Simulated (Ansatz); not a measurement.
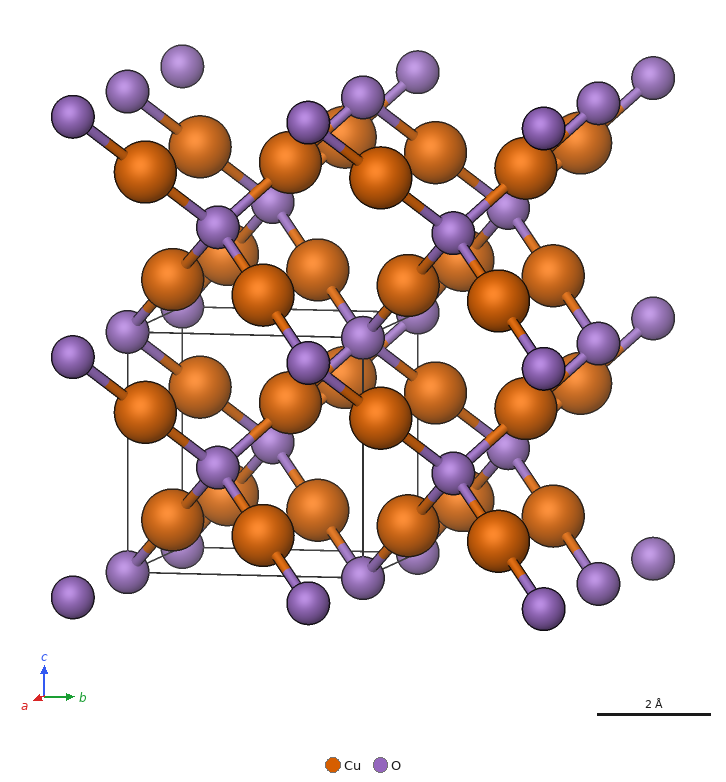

**Figure 1.** The input geometry (ball-and-stick view of the cell of the calculation, repeated 2 × 2 × 2, seen slightly off an axis). Near neighbours in the crystal (not all of them lie inside the picture): Cu has 2 O at 1.86 Å; O has 4 Cu at 1.86 Å.

## Geometry relaxation, with input and output: Cu2O

Cu2O (Pn-3m, 6 atoms in the cell), computed with DFT, PBE, plane waves, PAW, no spin polarisation (Ansatz 0.2.0).

The structure derives from an entry of the Crystallography Open Database.

**Input file**
```yaml
crystal:
  lattice:
    - [4.2997708696, 0.0, 0.0]
    - [0.0, 4.2997708696, 0.0]
    - [0.0, 0.0, 4.2997708696]
  atoms:
    - { symbol: Cu, position: [0.25, 0.25, 0.25] }
    - { symbol: Cu, position: [0.25, 0.75, 0.75] }
    - { symbol: Cu, position: [0.75, 0.75, 0.25] }
    - { symbol: Cu, position: [0.75, 0.25, 0.75] }
    - { symbol: O, position: [0.0, 0.0, 0.0] }
    - { symbol: O, position: [0.5, 0.5, 0.5] }
basis:
  ecutwfc: 420
kpoints:
  mp_grid: { grid: [4, 4, 4] }
hamiltonian:
  xc: pbe
scf:
  occupations: { method: fixed }
output:
  forces: true
  stress: true
  eigenvalues: true
  write_density: true
  write_potential: true
  elf: true
  volumetric_format: npy
relax:
  adjacent_minimum: "off"
  f_tol: 0.001
  max_steps: 60
  cell: { stress_tol: 0.01 }
```

Launched with:
```bash
ansatz run input.yaml --threads 1 --pin off --max-ram 2560MiB --backend cpu --events-out ev --progress --plain --runs-dir out
```

**Output**
```
Engine: ansatz 0.2.0, x86_64-unknown-linux-gnu
Pseudopotentials: kind: paw
Pseudopotential: Cu, paw, valence charge 19, recommended cutoff 420 eV (normal), Cu.paw.azcp
Pseudopotential: O, paw, valence charge 6, recommended cutoff 420 eV (normal), O.paw.azcp
Functional definition: PBE
  parameter kappa = 0.804
  parameter beta = 0.06672455060314922
  exchange = pbe_x(kappa = kappa, mu = beta*pi^2/3)
  correlation = pbe_c(beta = beta)
Crystal: 6 atoms, lattice volume = 79.494 Å³
Basis set: ecut = 420 eV, 1551 PW (Γ), exchange–correlation on 60×60×60 points (8 copies of the dense FFT grid, shifted against one another)
Bands: 53, of which v1, the nominal top of the filled ones, is band 44 counted from 1 (43 counted from 0)
Symmetry: 48 space group operations
Space group: Pn-3m (ITA 224), of the structure as read, at distance tolerance 4.3e-5 Å
k-points: 10 of 64
Non-local potential: Cu, projectors of the file, l = 0: 3, l = 1: 2, l = 2: 3, l = 3: 1
Non-local potential: O, projectors of the file, l = 0: 2, l = 1: 2, l = 2: 1
PAW form: soft (Blöchl's): semilocal exchange-correlation on the pseudo side does not see the compensation charge
PAW one-centre angular grid: Cu, 590 points (default); XC on 64 Gauss nodes
PAW one-centre angular grid: O, 110 points (default); XC on 64 Gauss nodes
Initial density: superposition of atomic densities (neutral atoms: chi_scale 0, normalization atom), corrected by the library's trained network
Initial wavefunctions: pseudopotential atomic-orbital guess
Functional: x = pbe(κ = 0.804, μ = 0.2195149727645171), c = pbe(β = 0.06672455060314922)
SCF iter   1: F=—  HF=-27632.980265 eV  |F-HF|=—  |Δ(HF+E_count)|=         —  Δρ=1.38e-3  dr2=5.47e-4  ethr=1.77e-3  ⟨swp⟩=4.9  Hψ=1772  notcnv=0  defer=57
preconditioner: auto → Resta (q_TF=auto, 2.775 Å⁻¹)  ε∞=11.0  [insulator: Δε(μ)=0.475 eV  Ē_g=9.836 eV  n_scr=26 (ndim 8)  ℏωp=31.2 eV  f_vac=0.024  ε∞_Penn≈11.0]
SCF iter   2: F=—  HF=-27632.980877 eV  |F-HF|=—  |Δ(HF+E_count)|=   6.12e-4  Δρ=5.97e-4  dr2=1.29e-4  ethr=6.21e-7  ⟨swp⟩=2.8  Hψ=1111  notcnv=0  defer=66
SCF iter   3: F=—  HF=-27632.981101 eV  |F-HF|=—  |Δ(HF+E_count)|=   2.23e-4  Δρ=6.57e-4  dr2=1.84e-4  ethr=1.46e-7  ⟨swp⟩=2.0  Hψ=902  notcnv=0  defer=65
SCF iter   4: F=—  HF=-27632.981097 eV  |F-HF|=—  |Δ(HF+E_count)|=   3.95e-6  Δρ=1.46e-4  dr2=1.03e-5  ethr=1.46e-7  ⟨swp⟩=2.0  Hψ=712  notcnv=0  defer=31
SCF iter   5: F=—  HF=-27632.980942 eV  |F-HF|=—  |Δ(HF+E_count)|=   1.55e-4  Δρ=5.56e-5  dr2=3.48e-6  ethr=1.17e-8  ⟨swp⟩=2.0  Hψ=780  notcnv=0  defer=30
SCF iter   6: F=—  HF=-27632.980942 eV  |F-HF|=—  |Δ(HF+E_count)|=   2.80e-7  Δρ=3.67e-5  dr2=8.97e-7  ethr=3.95e-9  ⟨swp⟩=2.1  Hψ=738  notcnv=0  defer=30
SCF iter   7: F=-27632.980942 eV  HF=-27632.980942 eV  |F-HF|=2.14e-8  |Δ(HF+E_count)|=   7.08e-8  Δρ=1.53e-5  dr2=9.13e-8  ethr=1.14e-10  ⟨swp⟩=11.5  Hψ=3757  notcnv=0
SCF 1 converged in 7 iterations: F = -27632.980942 eV  dr2 = 9.13e-8
  greatest PAW one-centre occupation: 1.000 electrons in one spin orbital (limit 2), on the Cu atom at site 3 (counted from 0), in its partial waves of l = 0
relax step   1: F+E_penalty+E_count = -27632.98094231 eV  Δ(F+E_penalty+E_count) = +0.000e0 eV  max|allowed force component| = 4.819e-19 eV/Å  Δτ_max = 0.0000 Å  P = +0.006 GPa  Ω = 79.494 Å³  (7 SCF iters, dr2 threshold 1.00e-7 eV, accepted)
Initial density: handed on by an earlier stage of this run
Initial wavefunctions: pseudopotential atomic-orbital guess (no wavefunctions were taken with the density)
iter 1 solved again at ethr=6.16e-8 eV; its pass at ethr=3.10e-3 eV (dr2=5.42e-5 eV) is discarded
SCF iter   1: F=—  HF=-27632.981102 eV  |F-HF|=—  |Δ(HF+E_count)|=         —  Δρ=1.55e-5  dr2=9.26e-8  ethr=6.16e-8  ⟨swp⟩=3.0  Hψ=2844  notcnv=0  defer=67
preconditioner: auto → Resta (q_TF=auto, 2.775 Å⁻¹)  ε∞=11.0  [insulator: Δε(μ)=0.474 eV  Ē_g=9.839 eV  n_scr=26 (ndim 8)  ℏωp=31.2 eV  f_vac=0.024  ε∞_Penn≈11.0]
SCF iter   2: F=—  HF=-27632.980942 eV  |F-HF|=—  |Δ(HF+E_count)|=   1.59e-4  Δρ=5.87e-6  dr2=1.71e-8  ethr=1.05e-10  ⟨swp⟩=2.0  Hψ=938  notcnv=0  defer=39
SCF iter   3: F=—  HF=-27632.980942 eV  |F-HF|=—  |Δ(HF+E_count)|=   2.47e-8  Δρ=1.15e-5  dr2=5.96e-8  ethr=1.95e-11  ⟨swp⟩=2.0  Hψ=936  notcnv=0  defer=39
SCF iter   4: F=—  HF=-27632.980942 eV  |F-HF|=—  |Δ(HF+E_count)|=   6.69e-9  Δρ=2.56e-6  dr2=3.25e-9  ethr=1.95e-11  ⟨swp⟩=2.0  Hψ=939  notcnv=0  defer=39
SCF iter   5: F=—  HF=-27632.980942 eV  |F-HF|=—  |Δ(HF+E_count)|=  1.96e-10  Δρ=1.03e-6  dr2=5.81e-10  ethr=3.69e-12  ⟨swp⟩=2.0  Hψ=764  notcnv=0  defer=39
SCF iter   6: F=—  HF=-27632.980942 eV  |F-HF|=—  |Δ(HF+E_count)|=  6.69e-10  Δρ=5.51e-7  dr2=2.55e-10  ethr=1.00e-12  ⟨swp⟩=2.0  Hψ=738  notcnv=0  defer=39
SCF iter   7: F=—  HF=-27632.980942 eV  |F-HF|=—  |Δ(HF+E_count)|=  1.24e-10  Δρ=1.08e-7  dr2=5.64e-12  ethr=1.00e-12  ⟨swp⟩=2.0  Hψ=549  notcnv=0  defer=39
SCF iter   8: F=-27632.980942 eV  HF=-27632.980942 eV  |F-HF|=0.00e0  |Δ(HF+E_count)|=  1.46e-11  Δρ=3.09e-8  dr2=3.20e-13  ethr=1.00e-12  ⟨swp⟩=9.9  Hψ=2526  notcnv=0
SCF 2 converged in 8 iterations: F = -27632.980942 eV  dr2 = 3.20e-13
relax step   2: F+E_penalty+E_count = -27632.98094234 eV  Δ(F+E_penalty+E_count) = -2.836e-8 eV  max|allowed force component| = 1.927e-18 eV/Å  Δτ_max = 0.0000 Å  P = +0.006 GPa  Ω = 79.494 Å³  stress off target by 5.55e-3 GPa  SCF on the basis re-selected at this cell (its energy is not comparable with the rows above)  (8 SCF iters)
```

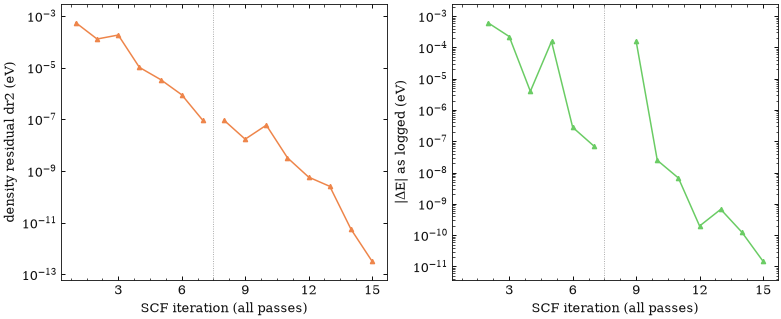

**Figure 2.** Convergence of the self-consistent field: density residual dr2 and size of the energy change against the SCF iteration. The dotted lines part the SCF passes of the relaxation: geometry steps, rejected trials and re-solves on a re-selected basis. The passes take 7 and 8 iterations.

```
basis re-selected at this cell: Δ(F+E_penalty+E_count) = -2.836e-8 eV, ΔP = -0.000 GPa vs the last step (what re-selecting the basis moved, of the pressure what is left beyond the Pulay correction that the steps carried, after the strain that the cell walked since its last selection, with what the two solves' SCF thresholds leave and, on support functions, any second-order correction that the steps lacked; it is no measure of the basis error at this ecutwfc). This SCF's stress stands 5.55e-3 GPa from its target on what of the cell is left free (relax.cell.stress_tol is 1.00e-2 GPa) and its largest allowed force component is 1.93e-18 eV/Å (relax.f_tol is 1.00e-3 eV/Å): within both
SCF converged after 8 iterations
Free energy (F): -27632.980942 eV
Harris-Foulkes:  -27632.980942 eV  (|F-HF|=0.00e0)
Internal energy: -27632.980942 eV  (E = F + TS)
E sigma→0 (E₀):  -27632.980942 eV
Fermi energy:    10.523759 eV
--- Per-component energies (eV) ---
  E_band       = -1862.642955
  E_kinetic    = 1543.099947
  E_local      = -19934.279920  (includes V_loc(G=0)·N_el)
  E_nonlocal   = 1677.503795
  E_hartree    = 8698.395108
  E_xc         = -497.763505
  E_vxc        = -639.778225  (∫ρ·V_xc dr)
  E_paw        = -6982.991933  (= ΣΔE_a)
  E_vpaw       = -1905.984398  (= ΣTr[D̂ρ^β])
  E_aug_tail   = 0.005548  (compensation charges beyond the density's cutoff)
  E_ewald      = -12136.949982
  E_smearing   = -0.000000  (= −TS)
  E_closure    = 0.000000  (closes the sum)
  Σ components = -27632.980942   (vs F -27632.980942, Δ=0.00e0)
--- Forces (eV/Å), atoms counted from 1 ---
  atom   1  Cu     0.00000000    -0.00000000     0.00000000
  atom   2  Cu     0.00000000     0.00000000     0.00000000
  atom   3  Cu     0.00000000    -0.00000000    -0.00000000
  atom   4  Cu     0.00000000     0.00000000     0.00000000
  atom   5  O      0.00000000    -0.00000000    -0.00000000
  atom   6  O      0.00000000    -0.00000000     0.00000000
  max |Σ_I F_I| component: 2.31e-18 eV/Å
--- Stress (GPa, compression-positive) ---
        0.005546       0.000000       0.000000
        0.000000       0.005546       0.000000
        0.000000       0.000000       0.005546
  P = ⅓ Tr σ = 0.0055 GPa (0.055 kbar)
--- Band table (eV; the first three rows and the last of 10) ---
  k-point 0: bands = ["-101.4507", "-101.4494", "-101.4494", "-101.4494", "-59.0006", "-58.9882", "-58.9882", "-58.9882", "-58.7742", "-58.7742", "-58.7675", "-58.7675", "-58.7675", "-58.7645", "-58.7645", "-58.7645", "-9.4543", "-8.7570", "3.4682", "3.4682", "3.4682", "5.7954", "5.8282", "5.8282", "5.8282", "7.6332", "7.6332", "7.7556", "7.7556", "7.7556", "8.5975", "8.5975", "8.7054", "8.7054", "8.7054", "8.8412", "8.8412", "8.8412", "9.0312", "9.0312", "9.0312", "10.5238", "10.5238", "10.5238", "10.9974", "11.8267", "11.8267", "18.2644", "18.2644", "18.2644", "19.7094", "19.7094", "19.7094"]
  k-point 1: bands = ["-101.4505", "-101.4496", "-101.4494", "-101.4494", "-58.9988", "-58.9900", "-58.9882", "-58.9882", "-58.7732", "-58.7728", "-58.7685", "-58.7672", "-58.7672", "-58.7660", "-58.7649", "-58.7649", "-9.3506", "-8.8569", "3.6176", "3.6849", "3.6849", "4.9318", "5.3425", "5.3425", "6.4627", "7.7377", "7.7399", "7.9161", "8.0942", "8.0942", "8.5722", "8.5783", "8.5980", "8.6384", "8.7340", "8.7340", "8.8522", "8.9503", "8.9503", "9.0376", "9.0376", "9.2305", "10.3806", "10.3806", "11.5189", "12.7129", "13.0936", "17.4462", "17.7366", "18.0135", "18.0135", "18.7345", "18.7345"]
  k-point 2: bands = ["-101.4500", "-101.4500", "-101.4494", "-101.4494", "-58.9944", "-58.9944", "-58.9881", "-58.9881", "-58.7709", "-58.7709", "-58.7694", "-58.7694", "-58.7668", "-58.7668", "-58.7653", "-58.7653", "-9.1019", "-9.1019", "4.0597", "4.0597", "4.1048", "4.1048", "4.7735", "4.7735", "7.2400", "7.2400", "8.0720", "8.0720", "8.2552", "8.2552", "8.4442", "8.4442", "8.5786", "8.5786", "8.5815", "8.5815", "8.7390", "8.7390", "8.9190", "8.9190", "9.3744", "9.3744", "10.1465", "10.1465", "12.7101", "12.7101", "14.7434", "14.7434", "17.7576", "17.7576", "18.1311", "18.1311", "19.6584"]
  k-point 9: bands = ["-101.4498", "-101.4497", "-101.4497", "-101.4497", "-59.0011", "-58.9881", "-58.9881", "-58.9881", "-58.7736", "-58.7736", "-58.7736", "-58.7649", "-58.7649", "-58.7647", "-58.7647", "-58.7647", "-9.2865", "-8.8294", "3.5559", "3.5559", "3.5559", "4.9804", "4.9804", "4.9804", "7.4225", "7.4225", "7.4225", "8.1125", "8.1125", "8.3318", "8.3318", "8.3318", "8.6643", "8.6643", "8.6643", "8.8525", "8.8525", "8.8525", "8.9799", "8.9799", "9.5650", "9.9770", "9.9770", "9.9770", "12.9874", "12.9874", "12.9874", "15.2989", "15.2989", "15.2989", "17.5123", "17.9086", "24.2100"]
--- Relaxed structure (1 steps of the walk, 1 accepted, 1 SCFs on fresh bases) ---
  F+E_penalty+E_count = -27632.98094234 eV   max|allowed force component| = 1.927e-18 eV/Å   (the final SCF, on the basis selected at the relaxed cell)
  cell:  # Å, volume = 79.4943 Å³
    - [4.2997708696, 0.0, 0.0]
    - [0.0, 4.2997708696, 0.0]
    - [0.0, 0.0, 4.2997708696]
  atoms:
    - { symbol: Cu, position: [0.24999999999999997, 0.24999999999999997, 0.24999999999999997] }
    - { symbol: Cu, position: [0.24999999999999997, 0.75, 0.75] }
    - { symbol: Cu, position: [0.75, 0.75, 0.24999999999999997] }
    - { symbol: Cu, position: [0.75, 0.24999999999999997, 0.75] }
    - { symbol: O, position: [0.0, 0.0, 0.0] }
    - { symbol: O, position: [0.49999999999999994, 0.49999999999999994, 0.49999999999999994] }
```

**Trajectory as extended XYZ (Å, eV, eV/Å), 2 frames, from step=1 to step=2**
```
6
Lattice="4.2998 0.0000 0.0000 0.0000 4.2998 0.0000 0.0000 0.0000 4.2998" Properties=species:S:1:pos:R:3:forces:R:3 step=1 energy=-27632.98094 pressure_GPa=0.01
Cu    1.0749    1.0749    1.0749    0.0000   0.0000   0.0000
Cu    1.0749    3.2248    3.2248    0.0000   0.0000   0.0000
Cu    3.2248    3.2248    1.0749    0.0000   0.0000   0.0000
Cu    3.2248    1.0749    3.2248    0.0000   0.0000   0.0000
O     0.0000    0.0000    0.0000    0.0000   0.0000   0.0000
O     2.1499    2.1499    2.1499    0.0000   0.0000   0.0000
6
Lattice="4.2998 0.0000 0.0000 0.0000 4.2998 0.0000 0.0000 0.0000 4.2998" Properties=species:S:1:pos:R:3:forces:R:3 step=2 energy=-27632.98094 pressure_GPa=0.01
Cu    1.0749    1.0749    1.0749    0.0000   0.0000   0.0000
Cu    1.0749    3.2248    3.2248    0.0000   0.0000   0.0000
Cu    3.2248    3.2248    1.0749    0.0000   0.0000   0.0000
Cu    3.2248    1.0749    3.2248    0.0000   0.0000   0.0000
O     0.0000    0.0000    0.0000    0.0000   0.0000   0.0000
O     2.1499    2.1499    2.1499    0.0000   0.0000   0.0000
```

**Key numbers**

```tsv
quantity	value
outcome	converged
space group (tolerance 0.01 Å)	Pn-3m (224)
electrons treated	88
free energy	−27632.9809 eV
Fermi energy	10.524 eV
gap on the k-point mesh	0.47 eV
pressure	0.01 GPa
final volume	79.49 Å³
largest force (length of the vector) at the end	under 0.001 eV/Å
final cell	a = 4.300 Å, b = 4.300 Å, c = 4.300 Å, α = 90.00°, β = 90.00°, γ = 90.00°
hardware	1 thread of Intel Xeon (Sapphire Rapids), 192 GiB of memory available, shared host
wall time	7 s
peak memory	0.4 GiB
```

**Remarks**

Settings chosen away from the usual ones: cell and atoms relaxed tightly for response. These settings are looser than, or depart from, a standard set-up, so the numbers are not reference values for this system.
